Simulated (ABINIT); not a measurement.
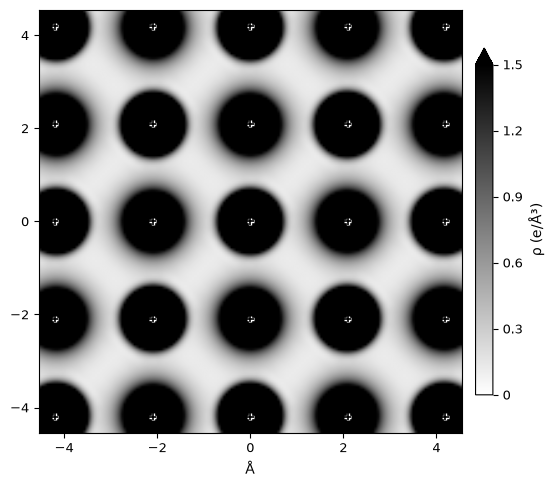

The valence electron density on a plane through atoms (crosses mark nuclei in the plane).

Theory: Kohn-Sham DFT of a periodic cell, PBE, JTH PAW PBE v2.0 in ABINIT 10.8.3.

Candidates:
A. Li, a = 3.51 Å, b = 3.51 Å, c = 3.51 Å, α = 90.00°, β = 90.00°, γ = 90.00°. Space group Im-3m.
B. MgO, a = 4.19 Å, b = 4.19 Å, c = 4.19 Å, α = 90.00°, β = 90.00°, γ = 90.00°. Space group Fm-3m; a structure from a database of computed crystals, not necessarily the ambient phase; computed pressure about 7 GPa in this cell.
C. ZnO, a = 3.25 Å, b = 3.25 Å, c = 5.21 Å, α = 90.00°, β = 90.00°, γ = 120.00°. Space group P1; not relaxed (largest force 1.0 eV/Å); computed pressure about 5 GPa in this cell.

### Which candidate gave the map?

Candidate B: MgO on the (100) plane of the conventional cell, which holds Mg and O. Mg–O (2.10 Å): ρ is about 0.34 e/Å³ halfway.
